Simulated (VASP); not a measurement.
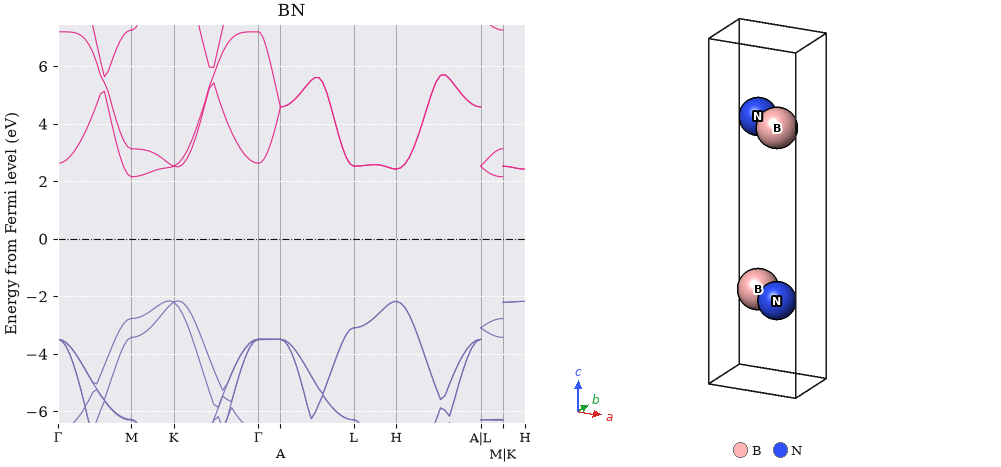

Band structure, beside the structure. Energies are counted from the Fermi level, put mid-gap where there is a gap.

The VASP input:

INCAR:
```
PREC = Accurate
ENCUT = 520
EDIFF = 1E-7
ISMEAR = 0
SIGMA = 0.02
LREAL = F
LASPH = T
NELM = 60
ALGO = Normal
ISIF = 2
LWAVE = F
LCHARG = F
GGA = PE
IVDW = 12
NBANDS = 16
```

KPOINTS:
```
regular mesh
0
Gamma
  3 3 1
```

POSCAR:
```
BN                                      
1.0
    2.5062864720     -0.0000000000     -0.0000000000
   -1.2531432360      2.1705077492     -0.0000000000
    0.0000000000      0.0000000000      7.1826690348
  B               N             
     2     2
Direct
     0.3333333300000021    0.6666666699999979    0.2500000000000000
     0.6666666699999979    0.3333333300000021    0.7500000000000000
     0.3333333300000021    0.6666666699999979    0.7500000000000000
     0.6666666699999979    0.3333333300000021    0.2500000000000000
```

KPOINTS_OPT:
```
path GMKGALHA,LM,KH
20
line-mode
reciprocal
 0.0000000000  0.0000000000  0.0000000000  G
 0.5000000000  0.0000000000  0.0000000000  M

 0.5000000000  0.0000000000  0.0000000000  M
 0.3333333333  0.3333333333  0.0000000000  K

 0.3333333333  0.3333333333  0.0000000000  K
 0.0000000000  0.0000000000  0.0000000000  G

 0.0000000000  0.0000000000  0.0000000000  G
 0.0000000000  0.0000000000  0.5000000000  A

 0.0000000000  0.0000000000  0.5000000000  A
 0.5000000000  0.0000000000  0.5000000000  L

 0.5000000000  0.0000000000  0.5000000000  L
 0.3333333333  0.3333333333  0.5000000000  H

 0.3333333333  0.3333333333  0.5000000000  H
 0.0000000000  0.0000000000  0.5000000000  A

 0.5000000000  0.0000000000  0.5000000000  L
 0.5000000000  0.0000000000  0.0000000000  M

 0.3333333333  0.3333333333  0.0000000000  K
 0.3333333333  0.3333333333  0.5000000000  H
```

System: layered hexagonal BN, space group P6_3/mmc (No. 194), 4 atoms in the cell.

Method: PBE with D3(BJ) dispersion, VASP PAW PBE potentials, release 64 (B, N), no spin polarisation, no spin-orbit coupling, 3×3×1 k mesh, 520 eV cutoff (VASP 6.6.1).

**What does the band structure say about the gap?**

The bands leave a gap. The gap along this path is 4.31 eV and indirect, from the valence-band top between K and Γ to the conduction-band bottom at M; the smallest direct gap is 4.60 eV, at H. At H the top valence band lies only 0.02 eV lower.

**How much do the top valence band and the lowest conduction band disperse along the path?**

The top valence band spans 3.4 eV and the lowest conduction band 3.5 eV.

**What are the direct gaps at H, L and K?**

The direct gaps are 4.60 eV at H, 5.62 eV at L and 4.73 eV at K.

The k mesh is coarse (spacing up to 0.96 Å⁻¹), so the values aren't converged. LDA, GGA and most meta-GGA functionals understate gaps. The cell was derived from a database entry in an earlier step, so it needn't be the measured one.
